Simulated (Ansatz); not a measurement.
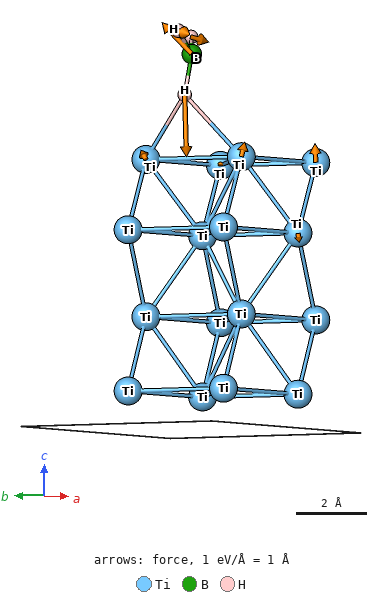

Starting geometry of a slab of composition Ti$_{16}$BH$_{3}$ (cut from the P6_3/mmc phase) with the computed forces as orange arrows. Style: ball-and-stick. Shown: the cell of the calculation, outlined in the plane, without the vacuum (origin shifted), from a free direction.

Case: 1 BH3 a cell, inverted, over a hollow Ti-Ti-Ti site. The slab is the (0 0 1) face of Ti with BH3 on it. 8 atoms are held fixed.

These are results of Ansatz 0.2.0, DFT PBE+D3(BJ), scalar-relativistic, plane waves, PAW, not measurements.

Input
```yaml
crystal:
  lattice:
    - [5.7729299511, 0.0, 0.0]
    - [-2.8864649755, 4.9995039919, 0.0]
    - [0.0, 0.0, 26.6190234734]
  atoms:
    - { symbol: Ti, position: [0.3333333333, 0.1666666667, 0.3005369452] }
    - { symbol: Ti, position: [0.3333333333, 0.6666666667, 0.3005369452] }
    - { symbol: Ti, position: [0.8333333333, 0.1666666667, 0.3005369452] }
    - { symbol: Ti, position: [0.8333333333, 0.6666666667, 0.3005369452] }
    - { symbol: Ti, position: [0.1666666667, 0.3333333333, 0.3864544906] }
    - { symbol: Ti, position: [0.1666666667, 0.8333333333, 0.3864544906] }
    - { symbol: Ti, position: [0.6666666667, 0.3333333333, 0.3864544906] }
    - { symbol: Ti, position: [0.6666666667, 0.8333333333, 0.3864544906] }
    - { symbol: Ti, position: [0.3333333333, 0.1666666667, 0.4755776611] }
    - { symbol: Ti, position: [0.3333333333, 0.6666666667, 0.4755776611] }
    - { symbol: Ti, position: [0.8333333333, 0.1666666667, 0.4755776611] }
    - { symbol: Ti, position: [0.8333333333, 0.6666666667, 0.4755776611] }
    - { symbol: Ti, position: [0.1666666667, 0.3333333333, 0.5572808716] }
    - { symbol: Ti, position: [0.1666666667, 0.8333333333, 0.5572808716] }
    - { symbol: Ti, position: [0.6666666667, 0.3333333333, 0.5572808716] }
    - { symbol: Ti, position: [0.6666666667, 0.8333333333, 0.5572808716] }
    - { symbol: B, position: [0.0055495503, -0.0326863674, 0.6674239053] }
    - { symbol: H, position: [0.0, 0.0, 0.6233989995] }
    - { symbol: H, position: [-0.201161337, -0.1241759235, 0.6894382365] }
    - { symbol: H, position: [0.201161337, 0.1241759235, 0.6894382365] }
basis:
  ecutwfc: 420
kpoints:
  mp_grid: { grid: [4, 4, 1] }
hamiltonian:
  xc: pbe
  dispersion: d3bj
scf:
  occupations: { method: gaussian, width: 0.1 }
output:
  forces: true
  eigenvalues: true
  write_density: true
  write_potential: true
  elf: true
  volumetric_format: npy
relax:
  adjacent_minimum: "off"
  f_tol: 0.04
  max_steps: 100
  constraints: [{ sites: [0, 1, 2, 3, 4, 5, 6, 7] }]
efield:
  axis: 3
  dipole_correction: true
  ramp_width: 0.04
```

Run as
```bash
ansatz run input.yaml --threads 4 --pin off --max-ram 10240MiB --backend cpu --events-out ev --progress --plain --runs-dir out
```

Q: What follows when this structure is relaxed?

A: It isn't relaxed: the largest force vector, on H18, is 1.82 eV/Å. The final displacements have little in common with the starting forces (cosine between the two patterns 0.05). The energy falls by 2.726 eV per cell of the calculation in 16 geometry steps. The largest force component goes from 1.8 to 0.035 eV/Å. H20 moves most: 2.06 Å at 63° to the normal (−c side). By element the largest moves are H 2.06 Å, B 1.94 Å, Ti 0.15 Å. The cell doesn't change. Near-neighbour distances that change, for instance: Ti16–H19 3.582 → 2.066 Å, Ti16–B17 3.392 → 2.177 Å, Ti13–B17 3.458 → 2.312 Å, Ti16–H18 2.424 → 2.020 Å. New bonds form, among them: Ti16–H19 (3.58 → 2.07 Å). Bond angles that change, for instance: H18–B17–H19 117.1° → 99.0°, H18–B17–H20 117.1° → 105.9°. The run took 9.2 min on 4 threads of Arm Neoverse V2, with other jobs on the host, peak memory 2.2 GiB.

Limits of the set-up: the periodic images lie only 5.8 Å apart, so the values are limited by the cell's size.
